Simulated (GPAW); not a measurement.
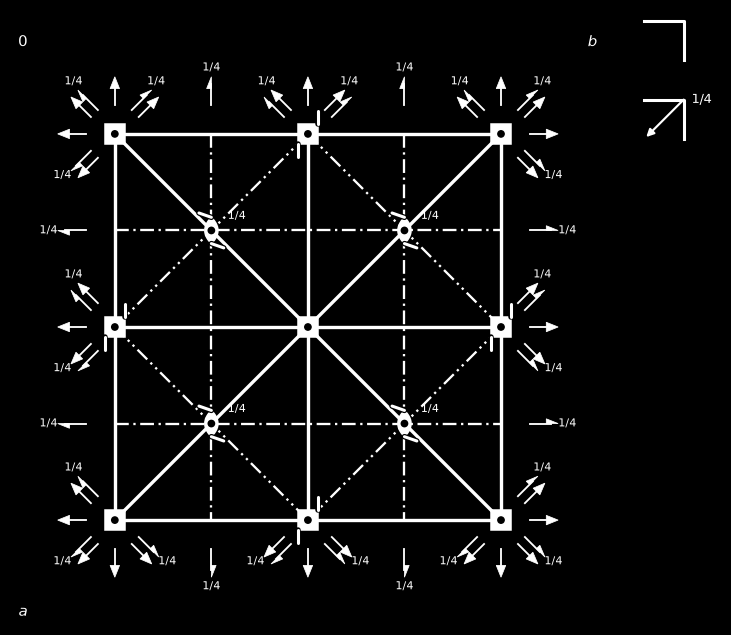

Symmetry elements of a space group, projected down c, computed from the operations of a computed or model structure of composition Cu.

Graphical symbols as in the International Tables (origin upper left, heights as fractions; handed screw axes are marked by their printed symbols).

Identify the space group.

Answer. I4/mmm, No. 139; body-centred tetragonal, point group 4/mmm, 32 general positions a cell.

List the elements shown.

Answer. 4₂ axes along c at (0, 1/2), (1/2, 0); 4 axes along c at (0, 0), (1/2, 1/2); 2₁ axes along c at (1/4, 1/4), (1/4, 3/4), (3/4, 1/4), (3/4, 3/4); inversion centres at (0, 0), (0, 1/2), (1/4, 1/4; c height 1/4), (1/4, 3/4; c height 1/4), (1/2, 0), (1/2, 1/2), (3/4, 1/4; c height 1/4), (3/4, 3/4; c height 1/4); mirror planes holding c and [1 1 0] or [−1 1 0]; e glide planes holding c and [1 1 0] or [−1 1 0]; mirror planes normal to a, at x = 0, 1/2; n glide planes normal to a, at x = 1/4, 3/4; mirror planes normal to b, at y = 0, 1/2; n glide planes normal to b, at y = 1/4, 3/4; a mirror plane normal to c at height 0; an n glide plane normal to c at height 1/4; 2 axes along [1 1 0] at heights 0, 1/4; 2 axes along [−1 1 0] at heights 0, 1/4; 2 axes along a at height 0; 2 axes along b at height 0; 2₁ axes along [1 1 0] at heights 0, 1/4; 2₁ axes along [−1 1 0] at heights 0, 1/4; 2₁ axes along a at height 1/4; 2₁ axes along b at height 1/4. Heights repeat every half period; positions are (a, b) fractions, modulo 1.

Write the general positions (in any order).

Answer. For each centring vector (0, 0, 0), (1/2, 1/2, 1/2):
x, y, z
−x, −y, −z
−y, x, z
y, −x, −z
−x, −y, z
x, y, −z
y, −x, z
−y, x, −z
x, −y, −z
−x, y, z
−y, −x, −z
y, x, z
−x, y, −z
x, −y, z
y, x, −z
−y, −x, z
